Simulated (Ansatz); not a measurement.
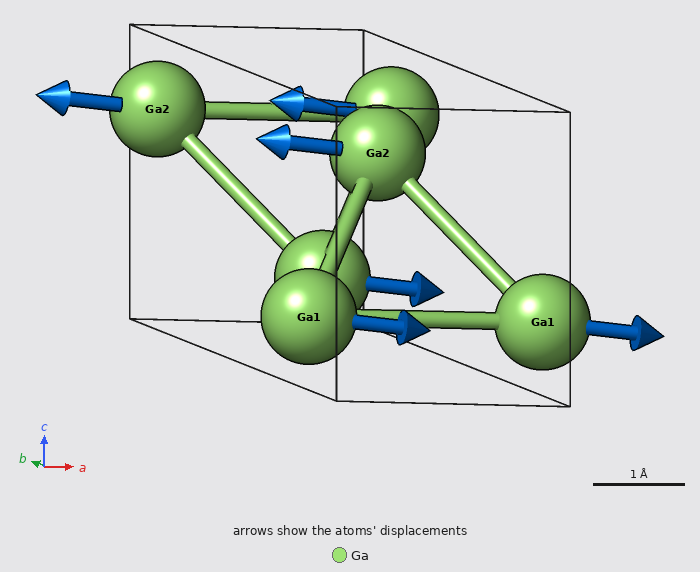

The lowest optical mode of crystalline Ga, space group C2/c (No. 15), at the zone centre. The blue arrows give the relative displacements of the atoms. Style: ball-and-stick. Shown: the conventional cell (2 times the calculation's cell), slightly off an axis. Lengths and directions refer to the drawn axes.

All numbers below come from DFT LDA, scalar-relativistic, plane waves, PAW (Ansatz 0.2.0).

Input
```yaml
crystal:
  lattice:
    - [1.3542735557, -3.9065382138, -0.0163361335]
    - [1.3542735557, 3.9065382138, -0.0163361335]
    - [-0.1542549587, 0.0, 3.2790070094]
  atoms:
    - { symbol: Ga, position: [0.8663199157, 0.1336800843, 0.25] }
    - { symbol: Ga, position: [0.1336800843, 0.8663199157, 0.75] }
basis:
  ecutwfc: 420
kpoints:
  mp_grid: { grid: [16, 16, 12] }
hamiltonian:
  xc: lda
scf:
  occupations: { method: fermi_dirac, width: 0.15 }
output:
  eigenvalues: true
phonons:
  method: dfpt
  eigenvectors: true
```

Run as
```bash
ansatz run input.yaml --threads 1 --pin off --max-ram 3072MiB --backend cpu --events-out ev --progress --plain --runs-dir out
```

The frequencies depend somewhat on the k-mesh and the smearing.

Question: Is the structure stable against all modes at this point?

Answer: Yes: this softest mode has a real frequency, and so have all others here. That speaks for this wave vector alone: the rest of the zone wasn't checked in this run. This is the B_g mode at 47 cm⁻¹, the lowest optical level, Raman-active by symmetry. All motion is roughly along a; atoms of one kind move against one another, with no net shift of their sublattice.
